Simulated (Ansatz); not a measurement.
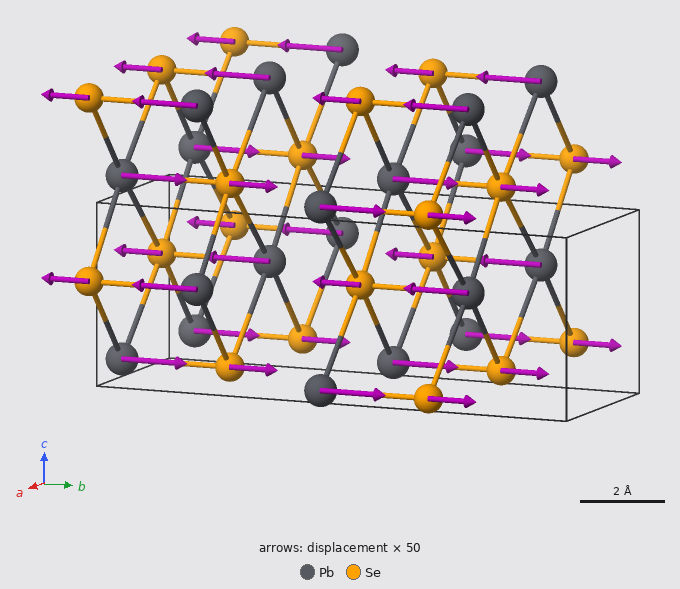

This is a relaxation of solid PbSe (set up in Cmcm). The starting structure is drawn; purple arrows show the displacements (the part carried along by the change of the cell is left out), magnified 50 times.

The picture is a ball-and-stick view of the conventional cell (2 times the calculation's cell), repeated 2 × 1 × 2 with one cell outlined, seen slightly off an axis. Lengths and directions refer to the drawn axes.

Method: DFT PBE, scalar-relativistic, plane waves, PAW in Ansatz. (plane-wave cutoff 420 eV; k-point mesh 8 × 8 × 6; occupations gaussian; smearing width 0.02 eV; no spin polarisation; cell and atoms relaxed; force threshold 0.005 eV/Å; at most 80 steps)

Atoms of which element are displaced furthest, and by how much?

Lead: up to 0.034 Å, against 0.025 Å for selenium.

Describe the change and its energy.

The energy falls by 10.7 meV per cell of the calculation in 3 accepted moves (4 points after the start). The largest force component goes from 0.13 to 0.0026 eV/Å. The pressure goes from 1.01 to 0.00 GPa. The SCF was repeated once at an unchanged geometry on a basis and grid sized afresh for the cell, which shifted the energy by 0.3 meV per cell of the calculation at most. The largest moves relative to the cell, 0.034 Å, are those of Pb atoms. Largest moves by element: Pb 0.034 Å, Se 0.025 Å. Cell: a 4.310 → 4.336 Å (+0.6 %), b 12.268 → 12.428 Å (+1.3 %), c 4.450 → 4.484 Å (+0.7 %). Volume +2.7 %. Among the contacts that change: Pb–Se 2.816 → 2.843 Å, Pb–Se 3.099 → 3.119 Å. Among the angles between lasting bonds that change: Se–Pb–Se 176.8° → 179.0°, Pb–Se–Pb 176.8° → 179.0°. The space group stays Cmcm (No. 63). Cost: 97 s on 1 thread of Arm Neoverse V2 (shared host), peak memory 0.58 GiB.
